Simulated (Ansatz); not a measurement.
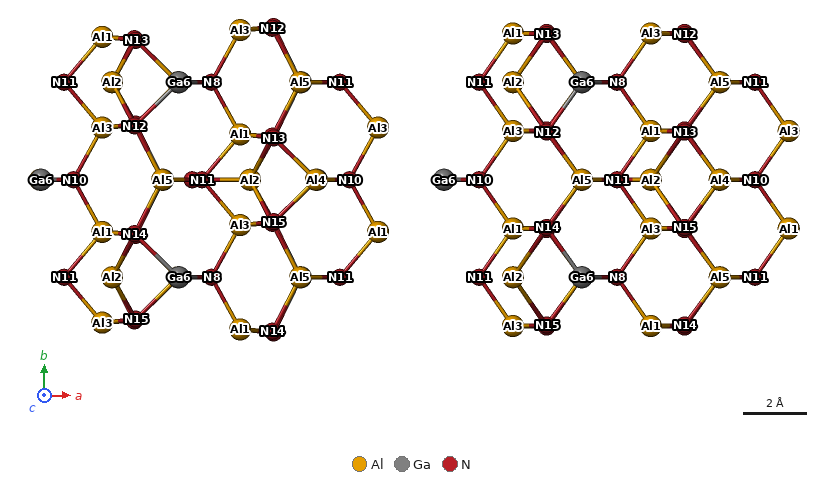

Two geometries of a defect cell of composition Al$_{5}$Ga$_{2}$N$_{8}$ (started half-way along a vacancy jump, in the symmetry of that start), drawn at one scale. One is the start of a relaxation, the other its converged end. Style: ball-and-stick. Shown: the atoms within 5.8 Å of the atom that moves most (axes of the conventional cell (2 times the calculation's cell)), along the c axis. Lengths and directions refer to the drawn axes.

These are results of DFT PBEsol, scalar-relativistic, plane waves, PAW in Ansatz, not measurements. Set-up: plane-wave cutoff 420 eV; k-point mesh 4 × 4 × 4; occupations gaussian; smearing width 0.05 eV; no spin polarisation; atoms relaxed in a fixed cell; force threshold 0.02 eV/Å; at most 60 steps.

**Which geometry has the lower energy?**

The left one is the relaxed one. An N atom moves most: 0.44 Å along [−1 0 −1]. By element the largest moves are N 0.44 Å, Al 0.33 Å, Ga 0.27 Å. The cell stays as it was. Among the contacts that change: Al–N 1.079 → 1.851 Å, Al–N 2.474 → 2.142 Å, Al–N 2.432 → 2.173 Å, Ga–N 1.949 → 1.861 Å. Among the angles between lasting bonds that change: N–Ga–N 109.5° → 88.7°, N–Ga–N 109.5° → 127.8°, N–Al–N 107.2° → 125.4°. After 7 geometry steps the energy has fallen by 22.407 eV per cell of the calculation. Largest force component: 110 eV/Å at the start, 0.016 eV/Å at the end. Cost: 56 s on 4 threads of Arm Neoverse V1, with other jobs on the host, peak memory 0.63 GiB.

Limits of the set-up: the cell has an odd number of electrons but was run without spin polarisation; the periodic images lie only 6.2 Å apart, so the values are limited by the cell's size.
